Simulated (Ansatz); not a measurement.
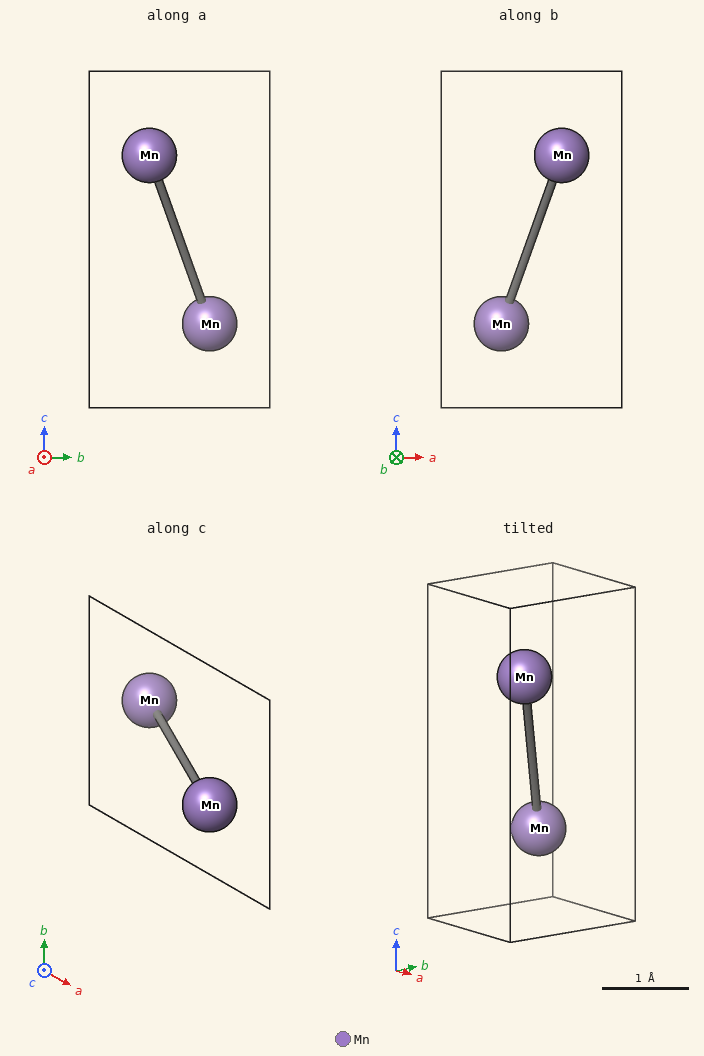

Ball-and-stick drawing of the structure, looking along the a axis, along the b axis, along the c axis and slightly off an axis. The frame is the conventional unit cell; atoms at its boundary are shown with their periodic copies.

Lattice parameters: a = 2.4326 Å, b = 2.4326 Å, c = 3.9220 Å, α = 90.000°, β = 90.000°, γ = 120.000°.

Q: Express the structure as a CIF with its space group and independent sites.

A:
```cif
data_structure
_symmetry_space_group_name_H-M 'P 63/m m c'
_symmetry_Int_Tables_number 194
_cell_length_a 2.4326
_cell_length_b 2.4326
_cell_length_c 3.9220
_cell_angle_alpha 90.000
_cell_angle_beta 90.000
_cell_angle_gamma 120.000
_cell_volume 20.10
loop_
_atom_site_label
_atom_site_type_symbol
_atom_site_symmetry_multiplicity
_atom_site_Wyckoff_symbol
_atom_site_fract_x
_atom_site_fract_y
_atom_site_fract_z
_atom_site_occupancy
Mn1 Mn 2 c 0.6667 0.3333 0.7500 1
```

The model was built from a structure type filled with this element by a generator (whether the element takes this form wasn't checked). The structure drawn was relaxed with DFT, LDA (PW92), plane waves (420 eV) with PAW, scalar-relativistic (Ansatz).
